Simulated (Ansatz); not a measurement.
# One crystal, many levels of theory: ScBiO3 (C2/c)

Wanted: a ladder of band gaps for ScBiO3 (C2/c), from density functionals to G0W0.

Program: Ansatz 0.2.0. Level of theory: density functionals, hybrids and G0W0, plane waves, PAW. Results are calculated unless marked as measured.

### 1. The starting structure

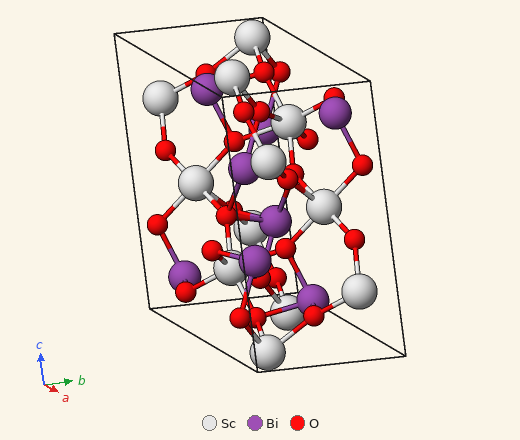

Start, viewed slightly off an axis; scandium white, bismuth purple, oxygen red. This picture shows the conventional cell, with its axes. Some periodic images of atoms are drawn too.

The cell is the Materials Project's (PBE, PBE+U or r2SCAN) relaxed one; the ions were relaxed with LDA. Spin-orbit coupling is left out unless a step names it.

The logs state that the PAW files were generated under PBE.

### 2. LDA on the 6×6×4 mesh

Levels along a band path and on the mesh show where this functional puts the band edges.

This step: DFT, LDA, plane waves, PAW; PAW set soft_1.

The input, input.yaml:

```yaml
crystal:
  lattice:
    - [4.990429, -2.946812, 0.0]
    - [4.990429, 2.946812, 0.0]
    - [-3.288007, 0.0, 9.594851]
  atoms:
    - { symbol: Sc, position: [0.5, 0.0, 0.0] }
    - { symbol: Sc, position: [0.7467744295, 0.2532255705, 0.75] }
    - { symbol: Sc, position: [0.0, 0.5, 0.5] }
    - { symbol: Sc, position: [0.2532255705, 0.7467744295, 0.25] }
    - { symbol: Bi, position: [0.3068079702, 0.9668261159, 0.6377382856] }
    - { symbol: Bi, position: [0.9668261159, 0.3068079702, 0.1377382856] }
    - { symbol: Bi, position: [0.6931920298, 0.0331738841, 0.3622617144] }
    - { symbol: Bi, position: [0.0331738841, 0.6931920298, 0.8622617144] }
    - { symbol: O, position: [0.1733092497, 0.1188896856, 0.8377623058] }
    - { symbol: O, position: [0.7310255316, 0.1042719339, 0.9161184122] }
    - { symbol: O, position: [0.6309143319, 0.687847841, 0.3621311594] }
    - { symbol: O, position: [0.8811103144, 0.8266907503, 0.6622376942] }
    - { symbol: O, position: [0.312152159, 0.3690856681, 0.1378688406] }
    - { symbol: O, position: [0.3690856681, 0.312152159, 0.6378688406] }
    - { symbol: O, position: [0.1042719339, 0.7310255316, 0.4161184122] }
    - { symbol: O, position: [0.8957280661, 0.2689744684, 0.5838815878] }
    - { symbol: O, position: [0.8266907503, 0.8811103144, 0.1622376942] }
    - { symbol: O, position: [0.687847841, 0.6309143319, 0.8621311594] }
    - { symbol: O, position: [0.2689744684, 0.8957280661, 0.0838815878] }
    - { symbol: O, position: [0.1188896856, 0.1733092497, 0.3377623058] }
kpoints:
  mp_grid: { grid: [6, 6, 4] }
  band_path:
    path:
      - [[0.0, 0.0, 0.0], [-0.34740707, 0.34740707, 0.0]]
      - [[-0.65259293, -0.34740707, 0.0], [-0.5, -0.5, 0.0], [0.0, 0.0, 0.0], [-0.5, -0.5, 0.5], [-0.68366665, -0.31633335, 0.5]]
      - [[-0.31633335, 0.31633335, 0.5], [0.0, 0.0, 0.5], [0.0, 0.0, 0.0]]
      - [[-0.5, 0.0, 0.5], [0.0, 0.0, 0.0], [-0.5, 0.0, 0.0]]
    npoints: 10
hamiltonian:
  xc: lda
  pseudopotentials: { kind: paw, azcp: { folder: soft_1 }, xc_functional: pbe }
scf:
  occupations: { method: fermi_dirac, width: 0.02 }
  n_extra_bands: 10
output:
  eigenvalues: true
  forces: true
  stress: true
```

Command:

```console
$ ansatz run input.yaml --threads 24 --pin off --max-ram 82944MiB --backend cuda --events-out ev --progress --plain --runs-dir out --devices 1 --max-vram 78GiB
```

Numbers of over 12 decimals in the logs are rounded to 6 here.

The log of the run:

```text
scf.n_extra_bands = 10 over 88 filled bands (N_el = 176.0): the run solves 98 bands
GPUs: using 1 of 1 available (devices: 1).
Engine: ansatz 0.2.0, aarch64-unknown-linux-gnu
Pseudopotentials: kind: paw
Pseudopotential: Sc, paw, valence charge 11, recommended cutoff 420 eV (normal), soft_1/Sc.paw.azcp
Pseudopotential: Bi, paw, valence charge 15, recommended cutoff 420 eV (normal), soft_1/Bi.paw.azcp
Pseudopotential: O, paw, valence charge 6, recommended cutoff 420 eV (normal), soft_1/O.paw.azcp
Functional definition: SPW92
  exchange = slater_x
  correlation = pw_c
[...]
Crystal: 20 atoms, lattice volume = 282.201 Å³
Basis set: ecut = 420 eV, 5505 PW (Γ)
Bands: 98, of which v1, the nominal top of the filled ones, is band 88 counted from 1 (87 counted from 0)
Symmetry: 4 space group operations
Space group: C2/c (ITA 15), of the structure as read, at distance tolerance 6.6e-5 Å
k-points: 47 of 144
Non-local potential: Sc, projectors of the file, l = 0: 3, l = 1: 2, l = 2: 3, l = 3: 1
Non-local potential: Bi, projectors of the file, l = 0: 2, l = 1: 2, l = 2: 2, l = 3: 1
Non-local potential: O, projectors of the file, l = 0: 2, l = 1: 2, l = 2: 1
PAW form: soft (Blöchl's): semilocal exchange-correlation on the pseudo side does not see the compensation charge
PAW frozen core: Sc, regenerated for the run's functional, and the local potential with it (the file was generated under x = pbe(κ = 0.804, μ = 0.219515), c = pbe(β = 0.066725))
PAW frozen core: Bi, regenerated for the run's functional, and the local potential with it (the file was generated under x = pbe(κ = 0.804, μ = 0.219515), c = pbe(β = 0.066725))
PAW frozen core: O, regenerated for the run's functional, and the local potential with it (the file was generated under x = pbe(κ = 0.804, μ = 0.219515), c = pbe(β = 0.066725))
PAW one-centre angular grid: Sc, 590 points (default); XC on 64 Gauss nodes
PAW one-centre angular grid: Bi, 590 points (default); XC on 64 Gauss nodes
PAW one-centre angular grid: O, 110 points (default); XC on 64 Gauss nodes
Initial density: superposition of atomic densities (chi_scale 0.1, normalization cell, long waves kept (reshape's long-wave potential 0.01 eV rms))
Initial wavefunctions: pseudopotential atomic-orbital guess
[...]
Functional: x = slater, c = lda
SCF iter   1: F=—  HF=-63391.903662 eV  |F-HF|=—  |Δ(HF+E_count)|=         —  Δρ=5.23e-2  dr2=1.13e1  ethr=3.10e-3  ⟨swp⟩=5.1  Hψ=17772  notcnv=0
preconditioner: auto → Resta (q_TF=auto, 2.522 Å⁻¹)  ε∞=4.2  [insulator: Δε(μ)=2.698 eV  Ē_g=16.094 eV  σ=0.020 eV  W_gap=1.00  n_scr=76 (ndim 8)  ℏωp=28.7 eV  f_vac=0.000  D(μ)=0.00/eV (n_scr^D=0)  ε∞_Penn≈4.2]
SCF iter   2: F=—  HF=-63389.271927 eV  |F-HF|=—  |Δ(HF+E_count)|=    2.63e0  Δρ=2.72e-2  dr2=2.74e0  ethr=3.10e-3  ⟨swp⟩=3.3  Hψ=10029  notcnv=0  defer=194
SCF iter   3: F=—  HF=-63388.762688 eV  |F-HF|=—  |Δ(HF+E_count)|=   5.09e-1  Δρ=1.83e-2  dr2=6.97e-1  ethr=1.56e-3  ⟨swp⟩=3.9  Hψ=7997  notcnv=0  defer=190
SCF iter   4: F=—  HF=-63388.605935 eV  |F-HF|=—  |Δ(HF+E_count)|=   1.57e-1  Δρ=3.97e-3  dr2=6.51e-2  ethr=3.96e-4  ⟨swp⟩=3.6  Hψ=7975  notcnv=0  defer=188
SCF iter   5: F=—  HF=-63388.594381 eV  |F-HF|=—  |Δ(HF+E_count)|=   1.16e-2  Δρ=1.22e-3  dr2=5.17e-3  ethr=3.70e-5  ⟨swp⟩=3.3  Hψ=6853  notcnv=0  defer=186
SCF iter   6: F=—  HF=-63388.595301 eV  |F-HF|=—  |Δ(HF+E_count)|=   9.20e-4  Δρ=1.33e-3  dr2=4.35e-3  ethr=2.94e-6  ⟨swp⟩=2.0  Hψ=7043  notcnv=0  defer=186
[...]
SCF iter   9: F=—  HF=-63388.594855 eV  |F-HF|=—  |Δ(HF+E_count)|=   5.65e-4  Δρ=2.08e-5  dr2=1.30e-6  ethr=3.64e-9  ⟨swp⟩=2.0  Hψ=6464  notcnv=0  defer=186
SCF iter  10: F=—  HF=-63388.594855 eV  |F-HF|=—  |Δ(HF+E_count)|=   6.82e-9  Δρ=1.90e-5  dr2=8.62e-7  ethr=7.38e-10  ⟨swp⟩=2.0  Hψ=6942  notcnv=0  defer=186
SCF iter  11: F=-63388.594855 eV  HF=-63388.594855 eV  |F-HF|=8.51e-9  |Δ(HF+E_count)|=   1.49e-7  Δρ=2.98e-6  dr2=2.95e-8  ethr=5.68e-11  ⟨swp⟩=12.0  Hψ=24667  notcnv=0
SCF 1 converged in 11 iterations: F = -63388.594855 eV  dr2 = 2.95e-8
[...]
NSCF: frozen V_eff on 94 k-points, pencils in batches of 32, up to order 432
SCF converged after 11 iterations
Free energy (F): -63388.594855 eV
Harris-Foulkes:  -63388.594855 eV  (|F-HF|=8.51e-9)
Internal energy: -63388.594855 eV  (E = F + TS)
E sigma→0 (E₀):  -63388.594855 eV
Fermi energy:    9.934302 eV
--- Per-component energies (eV) ---
  E_band       = -960.917920
  E_kinetic    = 3844.488619
  E_local      = -12059.211174  (includes V_loc(G=0)·N_el)
  E_nonlocal   = 2876.442480
  E_hartree    = 4402.979135
  E_xc         = -1796.361278
  E_vxc        = -2043.624655  (∫ρ·V_xc dr)
  E_paw        = -46988.925928  (= ΣΔE_a)
  E_vpaw       = -2384.981950  (= ΣTr[D̂ρ^β])
  E_aug_tail   = 0.010239  (compensation charges beyond the density's cutoff)
  E_ewald      = -13670.380415
  E_core_change = 2.363466  (= ΣΔE_core)
  E_smearing   = -0.000000  (= −TS)
  E_closure    = -0.000000  (closes the sum)
  Σ components = -63388.594855   (vs F -63388.594855, Δ=0.00e0)
--- Forces (eV/Å), atoms counted from 1 ---
  atom   1  Sc     0.00000000     0.00000000     0.00000000
  atom   2  Sc     0.00000000    -0.00062325     0.00000000
  atom   3  Sc     0.00000000     0.00000000     0.00000000
  atom   4  Sc     0.00000000     0.00062325     0.00000000
  atom   5  Bi    -0.00027538    -0.00096617    -0.00173306
  atom   6  Bi    -0.00027538     0.00096617    -0.00173306
  atom   7  Bi     0.00027538     0.00096617     0.00173306
  atom   8  Bi     0.00027538    -0.00096617     0.00173306
  atom   9  O     -0.00210867     0.00169231     0.00206621
  atom  10  O      0.00173465     0.00055743    -0.00093151
  atom  11  O      0.00269179    -0.00237981     0.00108567
  atom  12  O      0.00210867     0.00169231    -0.00206621
  atom  13  O     -0.00269179    -0.00237981    -0.00108567
  atom  14  O     -0.00269179     0.00237981    -0.00108567
  atom  15  O      0.00173465    -0.00055743    -0.00093151
  atom  16  O     -0.00173465     0.00055743     0.00093151
  atom  17  O      0.00210867    -0.00169231    -0.00206621
  atom  18  O      0.00269179     0.00237981     0.00108567
  atom  19  O     -0.00173465    -0.00055743     0.00093151
  atom  20  O     -0.00210867    -0.00169231     0.00206621
  max |Σ_I F_I| component: 0.00e0 eV/Å
--- Stress (GPa, compression-positive) ---
       -7.538204       0.000000      -0.016541
        0.000000      -6.404188       0.000000
       -0.016541       0.000000      -7.907083
  P = ⅓ Tr σ = -7.2832 GPa (-72.832 kbar)
--- Band table (eV; the first three rows and the last of 47) ---
  k-point 0: bands = ["-38.3971", "-38.3968", "-38.3693", "-38.3691", "-17.4728", "-17.4641", "-17.4268", "-17.4128", "-17.3941", "-17.3912", "-17.3909", "-17.3765", "-17.3452", "-17.3367", "-17.3360", "-17.3061", "-13.1198", "-13.1192", "-13.1128", "-13.1116", "-13.1009", "-13.0952", "-13.0943", "-13.0896", "-12.9855", "-12.9834", "-12.9778", "-12.9773", "-12.9720", "-12.9583", "-12.9530", "-12.9521", "-12.9180", "- [...]
  k-point 1: bands = ["-38.3971", "-38.3969", "-38.3693", "-38.3691", "-17.4706", "-17.4640", "-17.4241", "-17.4180", "-17.4056", "-17.3983", "-17.3751", "-17.3724", "-17.3395", "-17.3393", "-17.3359", "-17.3104", "-13.1196", "-13.1189", "-13.1133", "-13.1124", "-13.1001", "-13.0952", "-13.0935", "-13.0908", "-12.9852", "-12.9838", "-12.9788", "-12.9778", "-12.9688", "-12.9596", "-12.9530", "-12.9523", "-12.9168", "- [...]
  k-point 2: bands = ["-38.3970", "-38.3970", "-38.3692", "-38.3692", "-17.4661", "-17.4661", "-17.4213", "-17.4213", "-17.4081", "-17.4081", "-17.3666", "-17.3666", "-17.3427", "-17.3427", "-17.3219", "-17.3219", "-13.1189", "-13.1189", "-13.1135", "-13.1135", "-13.0973", "-13.0973", "-13.0923", "-13.0923", "-12.9846", "-12.9846", "-12.9788", "-12.9788", "-12.9636", "-12.9636", "-12.9527", "-12.9527", "-12.9139", "- [...]
  k-point 46: bands = ["-38.3968", "-38.3968", "-38.3693", "-38.3693", "-17.4784", "-17.4784", "-17.4216", "-17.4216", "-17.4014", "-17.4014", "-17.3638", "-17.3638", "-17.3454", "-17.3454", "-17.3177", "-17.3177", "-13.1217", "-13.1217", "-13.1106", "-13.1106", "-13.1045", "-13.1045", "-13.0902", "-13.0902", "-12.9922", "-12.9922", "-12.9745", "-12.9745", "-12.9656", "-12.9656", "-12.9540", "-12.9540", "-12.9194", " [...]
```

Run time: 3.6 s. Hardware: 1 × NVIDIA GB200 (shared by 2 runs) with 24 threads of Arm Neoverse V2, shared host; peak memory 1.1 GiB.

Numbers from this step:

| Quantity | Value |
| --- | --- |
| pressure | -7.283 GPa |
| filled bands | 88 |
| gap | 2.832 eV |
| valence top at | L_2 |
| conduction bottom at | Y_2 |
| least direct gap | 2.990 eV |

Over mesh and path the gap is 2.832 eV, from k = (-0.500, 0.000, 0.500) to k = (-0.500, -0.500, 0.000). The least direct gap found is 2.990 eV, at k = (-0.531, -0.469, 0.000). The pressure in this cell is -7 GPa; the cell is kept.

### 3. LDA+SOC on the 6×6×4 mesh

This run has two-component orbitals with spin-orbit coupling.

This step: DFT, LDA with spin-orbit coupling, plane waves, PAW; PAW set soft_1.

input.yaml, the sections that differ from step 2:

```yaml
kpoints:
  mp_grid: { grid: [6, 6, 4] }
  band_path:
    path:
      - [0.0, 0.0, 0.0]
      - [-0.34740707, 0.34740707, 0.0]
      - [-0.65259293, -0.34740707, 0.0]
      - [-0.5, -0.5, 0.0]
      - [-0.5, -0.5, 0.5]
      - [-0.68366665, -0.31633335, 0.5]
      - [-0.31633335, 0.31633335, 0.5]
      - [0.0, 0.0, 0.5]
      - [-0.5, 0.0, 0.5]
      - [-0.530518586, -0.469481414, 0.0]
    npoints: 1
hamiltonian:
  xc: lda
  pseudopotentials: { kind: paw_fr, azcp: { folder: soft_1 }, xc_functional: pbe }
scf:
  occupations: { method: fixed }
  n_extra_bands: 20
magnetization:
  noncollinear: true
  spin_orbit: true
# crystal, output: as in step 2
```

The log of the run:

```text
[...]
GPUs: using 1 of 1 available (devices: 1).
[...]
non-collinear run that drives no moment, with spin-orbit: no starting moment large enough to seed its density (crystal.atoms[].spin), no starting occupations that ask for one, no magnetisation constraint and no magnetic field, so the semilocal B_xc is pinned to zero
[...]
Crystal: 20 atoms, lattice volume = 282.201 Å³
Basis set: ecut = 420 eV, 5505 PW (Γ)
Bands: 196, of which v1, the nominal top of the filled ones, is band 176 counted from 1 (175 counted from 0)
Symmetry: 4 space group operations + 4 with time reversal
[...]
k-points: 47 of 144
Projection manifold: j_resolved (fully-relativistic pseudo-atomic orbitals)
[...]
SCF iter   1: F=—  HF=-63550.244216 eV  |F-HF|=—  |Δ(HF+E_count)|=         —  Δρ=5.25e-2  dr2=1.08e1  dr2_m=0.00e0 (ungated)  ethr=3.10e-3  |M|=0.00e0 ∫|m|=0.00e0 μB  |m|>n=0.0e0 m-floor=0.0e0 τ_xc=0.0e0  β_m=0.30  ⟨swp⟩=3.0  Hψ=20066  notcnv=0  defer=588
[...]
spin=Noncollinear: Resta preconditioning applied to the charge; magnetization (m_x, m_y, m_z) channels mix plain (no charge-response kernel on spin).
SCF iter   2: F=—  HF=-63548.431425 eV  |F-HF|=—  |Δ(HF+E_count)|=    1.81e0  Δρ=3.56e-2  dr2=4.80e0  dr2_m=0.00e0 (ungated)  ethr=3.10e-3  |M|=0.00e0 ∫|m|=0.00e0 μB  |m|>n=0.0e0 m-floor=0.0e0 τ_xc=0.0e0  β_m=0.57  ⟨swp⟩=2.1  Hψ=5734  notcnv=0  defer=640
[...]
SCF iter   4: F=—  HF=-63547.122169 eV  |F-HF|=—  |Δ(HF+E_count)|=   1.50e-1  Δρ=4.00e-3  dr2=6.45e-2  dr2_m=0.00e0 (ungated)  ethr=3.66e-4  |M|=0.00e0 ∫|m|=0.00e0 μB  |m|>n=0.0e0 m-floor=0.0e0 τ_xc=0.0e0  β_m=0.62  ⟨swp⟩=2.8  Hψ=6517  notcnv=0  defer=748
[...]
SCF 1 converged in 11 iterations: F = -63547.110500 eV  dr2 = 4.55e-8
[...]
SCF converged after 11 iterations
[...]
```

Elapsed: 4.7 s, on 1 × NVIDIA GB200 (shared by 2 runs) with 24 threads; peak memory 2 GiB; 57 s of CPU time.

Numbers from this step:

- pressure: -7.072 GPa
- gap: 2.560 eV
- valence top at: k = (-0.500, 0.000, 0.500)
- conduction bottom at: Y_2
- least direct gap: 2.716 eV

Over mesh and listed points the gap is 2.560 eV, from k = (-0.500, 0.000, 0.500) to k = (-0.500, -0.500, 0.000). The least direct gap found is 2.716 eV, at k = (-0.531, -0.469, 0.000). The pressure in this cell is -7 GPa; the cell is kept. LDA+SOC against LDA: 2.560 − 2.832 = −0.272 eV, with the same mesh, set of files (read in its fully relativistic form for the spin-orbit run) and cutoff, and both edges at the same k points. The spin-orbit run sees mesh and listed points alone, so its gap is an upper bound: the coupling can move an edge off these points, and the change over the zone, its sign included where it is small, is not known.

### 4. r2SCAN on the 6×6×4 mesh

r2SCAN is a meta-GGA: it depends on the kinetic-energy density as well as on the density and its gradient.

This step: DFT, r2SCAN, plane waves, PAW; PAW set soft_1.

input.yaml: that of step 3 with these lines changed.

```diff
@@ -42,10 +42,7 @@
 hamiltonian:
-  xc: lda
-  pseudopotentials: { kind: paw_fr, azcp: { folder: soft_1 }, xc_functional: pbe }
+  xc: r2scan
+  pseudopotentials: { kind: paw, azcp: { folder: soft_1 } }
 scf:
   occupations: { method: fixed }
-  n_extra_bands: 20
-magnetization:
-  noncollinear: true
-  spin_orbit: true
+  n_extra_bands: 10
 output:
```

The log of the run:

```text
[...]
GPUs: using 1 of 1 available (devices: 1).
[...]
Crystal: 20 atoms, lattice volume = 282.201 Å³
Basis set: ecut = 500 eV, 7197 PW (Γ), exchange–correlation on 180×180×300 points (64 copies of the dense FFT grid, shifted against one another)
Bands: 98, of which v1, the nominal top of the filled ones, is band 88 counted from 1 (87 counted from 0)
[...]
atom  19  O      0.00366435     0.02251390     0.00152362
  atom  20  O      0.02440233    -0.00789289    -0.05476748
  max |Σ_I F_I| component: 6.94e-18 eV/Å
--- Stress (GPa, compression-positive) ---
       -1.890006       0.000000       0.297109
        0.000000      -1.097060       0.000000
        0.297111       0.000000      -2.049390
  P = ⅓ Tr σ = -1.6788 GPa (-16.788 kbar)
--- Band table (eV; the first three rows and the last of 47) ---
[...]
[key lines of the parts left out:]
SCF converged after 11 iterations
Free energy (F): -65058.335793 eV
Fermi energy:    8.617142 eV
```

Elapsed: 3.5 s, on 1 × NVIDIA GB200 (shared by 2 runs) with 24 threads; peak memory 1.3 GiB.

This step gave:

```yaml
pressure: -1.679 GPa
gap: 3.322 eV
valence_top_at: k = (-0.500, 0.000, 0.500)
conduction_bottom_at: Y_2
least_direct_gap: 3.490 eV
```

Over mesh and listed points the gap is 3.322 eV, from k = (-0.500, 0.000, 0.500) to k = (-0.500, -0.500, 0.000). The least direct gap found is 3.490 eV, at k = (-0.500, -0.500, 0.000). r2SCAN against LDA: 3.322 − 2.832 = +0.490 eV. The runs also differ in plane-wave cutoff (420 eV and 500 eV), so how much of this comes from the functional alone is not known.

### 5. HSE06 on the 4×4×2 mesh

HSE06 mixes in a quarter of exact exchange at short range.

This step: DFT, HSE06, plane waves, PAW; PAW set soft_1.

input.yaml: that of step 4 with these lines changed.

```diff
@@ -27,3 +27,3 @@
 kpoints:
-  mp_grid: { grid: [6, 6, 4] }
+  mp_grid: { grid: [4, 4, 2] }
   band_path:
@@ -42,3 +42,3 @@
 hamiltonian:
-  xc: r2scan
+  xc: hse06
   pseudopotentials: { kind: paw, azcp: { folder: soft_1 } }
@@ -49,3 +49 @@
   eigenvalues: true
-  forces: true
-  stress: true
```

The log of the run:

```text
[...]
GPUs: using 1 of 1 available (devices: 1).
[...]
davidson cushion auto → on  (no smearing: the cushion is to keep the highest requested band from converging to the state above it; pin scf.eigensolver.cushion to override)
[...]
Crystal: 20 atoms, lattice volume = 282.201 Å³
Basis set: ecut = 420 eV, 5505 PW (Γ)
Bands: 98, of which v1, the nominal top of the filled ones, is band 88 counted from 1 (87 counted from 0)
Symmetry: 4 space group operations
[...]
hybrid outer 1: dexx = +1.565e-1 eV, tail = 3.20e-4 eV
[...]
SCF 3 converged in 4 iterations: F = -64979.069991 eV  dr2 = 8.56e-8
hybrid outer 2: dexx = +1.183e-5 eV, tail = 2.82e-7 eV, Δε = 7.80e-3 eV (about 2.66e-4 eV left of the loop's levels)
[...]
Internal energy: -64979.069992 eV  (E = F + TS)
E sigma→0 (E₀):  -64979.069992 eV
Fermi energy:    8.135839 eV
[...]
--- Band table (eV; the first three rows and the last of 14) ---
[...]
```

The job ended after 24 s (1 × NVIDIA GB200 (shared by 2 runs) with 24 threads; peak memory 2.4 GiB; 5.3 min of CPU time).

This step gave:

```
gap                     : 3.995 eV
valence top at          : k = (-0.500, 0.000, 0.500)
conduction bottom at    : Y_2
least direct gap        : 4.171 eV
exact-exchange fraction : 0.25
```

Over mesh and listed points the gap is 3.995 eV, from k = (-0.500, 0.000, 0.500) to k = (-0.500, -0.500, 0.000). The least direct gap found is 4.171 eV, at k = (-0.500, -0.500, 0.000). HSE06 against LDA: 3.995 − 2.832 = +1.163 eV. The runs also differ in mesh (6×6×4 and 4×4×2), so how much of this comes from the functional alone is not known.

(Continued in part 2 of 2.)

[Paths, hosts, dates, memory and timing lines, banners, echoed tables and standing remarks are left out of the program output.]

[Logs are printed without paths, hosts, clocks, repeated set-up lines and the standing remarks that a program may print on its own settings, such as how far it seeks lower states.]

[Runs of the session that timed out or met a known fault of the program may be left out.]

[Cells called generated may have been cut or substituted from an entry of the Crystallography Open Database or the Materials Project.]

[Hosts, paths, dates, database ids (printed as entryN), source tags and the programs' standing remarks are cut or masked in the printed files.]

[Where an RPA ε∞ is given, it is that of the G0W0 mesh and is not shown converged in it. Names of k-points follow the symmetry that the program found, which can be lower than the space group named. Band edges on a path are those of the sampled points; other points can move an edge, and change direct to indirect where valleys lie close.]

[Hybrid gaps are those of their k-mesh and are not shown converged in it.]
